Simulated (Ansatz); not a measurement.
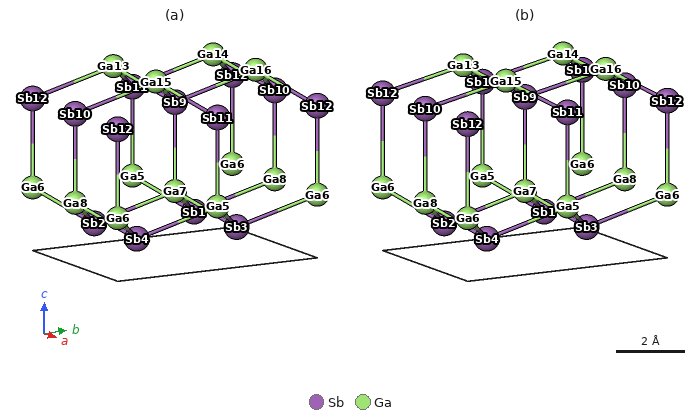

The structure of a slab of composition GaSb (cut from the F-43m phase) before (left) and after (right) a constrained relaxation, at one scale.

A ball-and-stick model of the cell of the calculation, outlined in the plane, without the vacuum (origin shifted), seen slightly off an axis.

Case: clean slab, lower planes held. The slab is the (1 1 1) face of GaSb. 8 atoms are held fixed.

All numbers below come from DFT PBE+D3(BJ), scalar-relativistic, plane waves, PAW (Ansatz 0.2.0).

Input file:
```yaml
crystal:
  lattice:
    - [8.6680824697, 0.0, 0.0]
    - [-4.3340412349, 7.5067796209, 0.0]
    - [0.0, 0.0, 20.4234123123]
  atoms:
    - { symbol: Sb, position: [0.5, 0.0, 0.391707315] }
    - { symbol: Sb, position: [0.5, 0.5, 0.391707315] }
    - { symbol: Sb, position: [0.0, 0.0, 0.391707315] }
    - { symbol: Sb, position: [0.0, 0.5, 0.391707315] }
    - { symbol: Ga, position: [0.1666666667, 0.8333333333, 0.435024389] }
    - { symbol: Ga, position: [0.1666666667, 0.3333333333, 0.435024389] }
    - { symbol: Ga, position: [0.6666666667, 0.8333333333, 0.435024389] }
    - { symbol: Ga, position: [0.6666666667, 0.3333333333, 0.435024389] }
    - { symbol: Sb, position: [0.6666666667, 0.8333333333, 0.564975611] }
    - { symbol: Sb, position: [0.6666666667, 0.3333333333, 0.564975611] }
    - { symbol: Sb, position: [0.1666666667, 0.8333333333, 0.564975611] }
    - { symbol: Sb, position: [0.1666666667, 0.3333333333, 0.564975611] }
    - { symbol: Ga, position: [0.3333333333, 0.6666666667, 0.608292685] }
    - { symbol: Ga, position: [0.3333333333, 0.1666666667, 0.608292685] }
    - { symbol: Ga, position: [0.8333333333, 0.6666666667, 0.608292685] }
    - { symbol: Ga, position: [0.8333333333, 0.1666666667, 0.608292685] }
basis:
  ecutwfc: 420
kpoints:
  mp_grid: { grid: [3, 3, 1] }
hamiltonian:
  xc: pbe
  dispersion: d3bj
scf:
  occupations: { method: gaussian, width: 0.1 }
output:
  forces: true
  eigenvalues: true
  write_density: true
  write_potential: true
  elf: true
  volumetric_format: npy
relax:
  adjacent_minimum: "off"
  f_tol: 0.03
  max_steps: 70
  constraints: [{ sites: [0, 1, 2, 3, 4, 5, 6, 7] }]
efield:
  axis: 3
  dipole_correction: true
  ramp_width: 0.04
```

Run as
```bash
ansatz run input.yaml --threads 4 --pin off --max-ram 10240MiB --backend cpu --events-out ev --progress --plain --runs-dir out
```

Q: Describe what moved and what it gained.

A: The largest moves, 0.15 Å, are those of Sb9, Sb10, Sb11 and Sb12. Sb9 goes along the normal (+c). Largest moves by element: Sb 0.15 Å, Ga 0.03 Å. The cell stays as it was. Among the contacts that change: Ga5–Sb11 2.654 → 2.807 Å, Sb10–Ga14 2.654 → 2.615 Å. Bond angles that change, for instance: Ga8–Sb10–Ga14 109.5° → 106.9°, Ga14–Sb10–Ga15 109.5° → 112.0°, Sb9–Ga13–Sb11 109.5° → 112.0°. Over 4 geometry steps the energy falls by 0.208 eV per cell of the calculation. The largest force component goes from 0.82 to 0.014 eV/Å.
